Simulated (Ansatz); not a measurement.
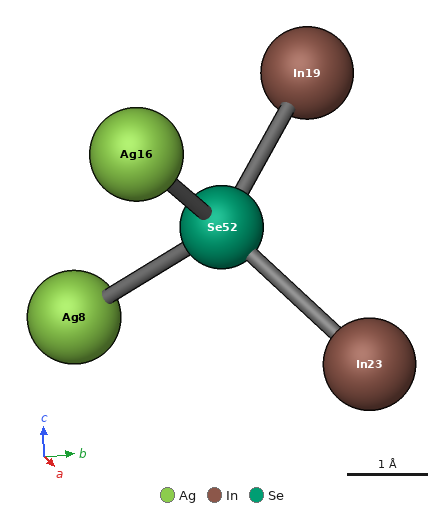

Crystalline Ag16In16Se32 (a generated structure, set up in I-42d), before the relaxation. A ball-and-stick model of the atoms within 4.2 Å of the atom that moves most (axes of the cell of the calculation), seen slightly off an axis.

Level of theory: DFT, HSE06, PAW, plane waves in Ansatz.

Settings: plane-wave cutoff 420 eV; k-point mesh 1 × 1 × 1; no spin polarisation; atoms relaxed in a fixed cell; force threshold 0.03 eV/Å; at most 80 steps.

```xyz
64
Lattice="12.1264 -0.0004 -0.0001 -0.0004 12.1264 -0.0001 -0.0001 -0.0001 11.8753" Properties=species:S:1:pos:R:3 pbc="T T T"
Ag    0.0000    0.0000    0.0000
Ag   12.1263    6.0628   -0.0001
Ag    6.0628   12.1262   11.8752
Ag    6.0630    6.0630   11.8753
Ag   12.1263    3.0312    2.9686
Ag   12.1261    9.0944    2.9686
Ag    6.0631    3.0314    2.9687
Ag    6.0629    9.0946    2.9686
Ag    3.0311   12.1263    8.9063
Ag    3.0313    6.0631    8.9063
Ag    9.0943   12.1261    8.9063
Ag    9.0945    6.0629    8.9063
Ag    3.0315    3.0314    5.9375
Ag    3.0313    9.0946    5.9375
Ag    9.0947    3.0312    5.9375
Ag    9.0945    9.0945    5.9375
In    0.0000    0.0000    5.9377
In   12.1262    6.0628    5.9376
In    6.0628   12.1262    5.9376
In    6.0630    6.0630    5.9376
In    3.0312   12.1263    2.9687
In    3.0314    6.0631    2.9688
In    9.0944   12.1261    2.9687
In    9.0946    6.0629    2.9687
In    3.0315    3.0314   11.8753
In    3.0313    9.0947   -0.0001
In    9.0947    3.0313   11.8753
In    9.0945    9.0945   11.8752
In   -0.0001    3.0316    8.9065
In   12.1261    9.0944    8.9064
In    6.0631    3.0314    8.9064
In    6.0629    9.0946    8.9064
Se    1.5139    1.5158    1.4845
Se    1.5138    7.5790    1.4845
Se    7.5772    1.5156    1.4845
Se    7.5770    7.5788    1.4844
Se    1.5175    1.5158    7.4221
Se    1.5173    7.5790    7.4221
Se    7.5808    1.5156    7.4221
Se    7.5806    7.5788    7.4220
Se    4.5491    4.5473    1.4844
Se    4.5489   10.6105    1.4844
Se   10.6123    4.5471    1.4844
Se   10.6121   10.6103    1.4843
Se    4.5474    1.5174    4.4532
Se    4.5472    7.5807    4.4532
Se   10.6106    1.5173    4.4532
Se   10.6104    7.5805    4.4532
Se    1.5156    4.5455    4.4533
Se    1.5154   10.6087    4.4533
Se    7.5789    4.5453    4.4533
Se    7.5787   10.6086    4.4533
Se    1.5157    4.5491   10.3909
Se    1.5155   10.6123   10.3909
Se    7.5789    4.5489   10.3909
Se    7.5787   10.6122   10.3908
Se    4.5454    4.5472    7.4221
Se    4.5452   10.6105    7.4221
Se   10.6086    4.5470    7.4221
Se   10.6084   10.6103    7.4221
Se    4.5473    1.5138   10.3910
Se    4.5471    7.5770   10.3910
Se   10.6105    1.5136   10.3910
Se   10.6103    7.5768   10.3909
```

Q: Predict the outcome.

A: The energy falls by 6.5 meV per atom in 3 geometry steps. Largest force component: 0.47 eV/Å at the start, under 0.0001 eV/Å at the end. The largest moves, 0.055 Å, are those of 32 atoms (Se33, Se34, Se35, Se36 and others). Se52 goes along +b. Ag and In stay in place. The cell doesn't change. Near-neighbour distances that change, for instance: Ag16–Se52 2.606 → 2.638 Å, In19–Se52 2.609 → 2.577 Å. The space group stays I-42d (No. 122). Cost: 63 s on 1 × NVIDIA GB200 with 8 threads of Arm Neoverse-V2, peak memory 6.5 GiB.

Step by step:

```json
{"step": "0", "E − E(0), meV/atom": "0.00", "largest force component, eV/Å": "0.4747"}
{"step": "1", "E − E(0), meV/atom": "-4.80", "largest force component, eV/Å": "0.2425"}
{"step": "2", "E − E(0), meV/atom": "-6.49", "largest force component, eV/Å": "0.0001"}
{"step": "3", "E − E(0), meV/atom": "-6.49", "largest force component, eV/Å": "0.0001"}
```

The end point in the same view:

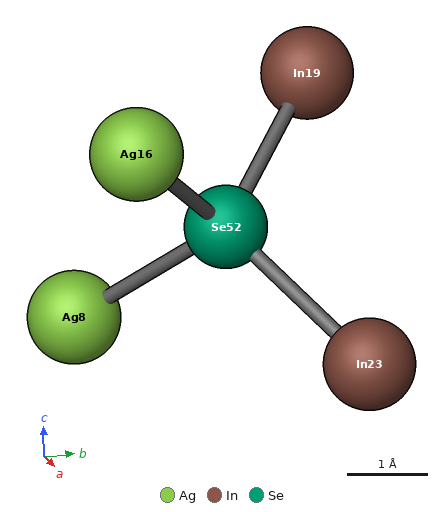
